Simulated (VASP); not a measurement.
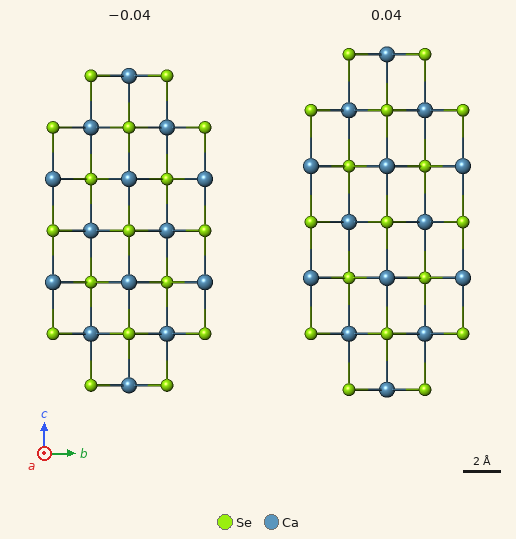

Crystalline CaSe (set up in I4/mmm), held at several strains, with the atoms relaxed (per unit of the tabulated number the cell is strained by 1.0 along c). The picture shows the first and the last member. Style: ball-and-stick. Shown: the conventional cell (2 times the calculation's cell), repeated 1 × 1 × 2 with one cell outlined, along the a axis. Lengths and directions refer to the drawn axes.

Computed with VASP 6.6.1: PBE, VASP PAW PBE potentials, recommended. (plane-wave cutoff 520 eV; k-point mesh 8 × 8 × 8; occupations fermi-dirac; smearing width 0.05 eV; no spin polarisation)

| strain | energy (meV/atom) |
| --- | --- |
| −0.04 | 26.87 |
| −0.02 | ? |
| −0.01 | 3.21 |
| 0.0 | 0.00 |
| 0.01 | −1.30 |
| 0.02 | −0.92 |
| 0.04 | 4.10 |

Question: One row is withheld. What does the calculation give there?

Answer: A parabola through three neighbouring rows (−0.04, −0.01, 0.0) gives, with Lagrange weights, (0.1667)(26.87) + (1.3333)(3.21) + (−0.5000)(0.00) = 8.76 meV/atom. The calculation gives 8.57 meV/atom. The estimate is 0.19 meV/atom too high. The lowest tabulated energy lies at 0.01, so the unstrained cell isn't a minimum along this strain at this level. From the first member to the last: Ca–Se 2.838 → 3.074 Å.

The whole series:

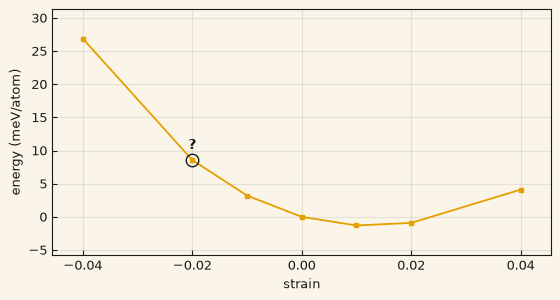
